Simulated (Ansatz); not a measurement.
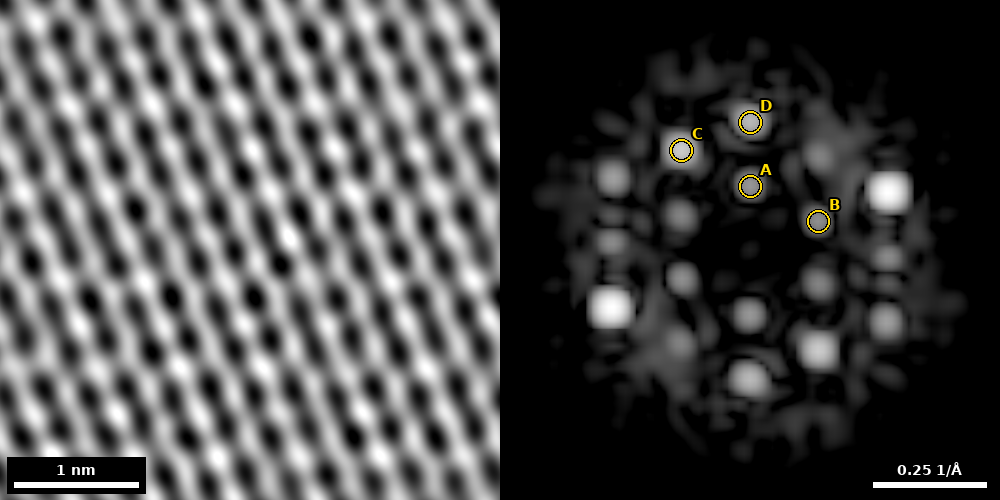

HRTEM-like image of a crystal. Simulated in the weak-phase-object approximation with neutral-atom potentials: 80 kV, Cs = 0.50 mm, defocus −548 Å (negative is underfocus), defocus spread 20 Å, aperture 0.35 1/Å. The speckle of an amorphous layer was added.

The right panel is the modulus of the image's Fourier transform on a logarithmic scale.

Which lattice spacings do the marked spots stand for, and what angle do A and B enclose?

Answer. A: 7.0 Å, B: 6.1 Å, C: 3.7 Å, D: 3.5 Å; A and B enclose about 67°.

The crystal is Tl (R-3m, No. 166) along [100]; the spots are (0 1 -1), (0 0 -3), (021) and (0 2 -2). Atomic positions: the end point of a relaxation with DFT r2SCAN, scalar-relativistic, plane waves, PAW (Ansatz); the starting structure was generated, so it need not be a known form of this composition.
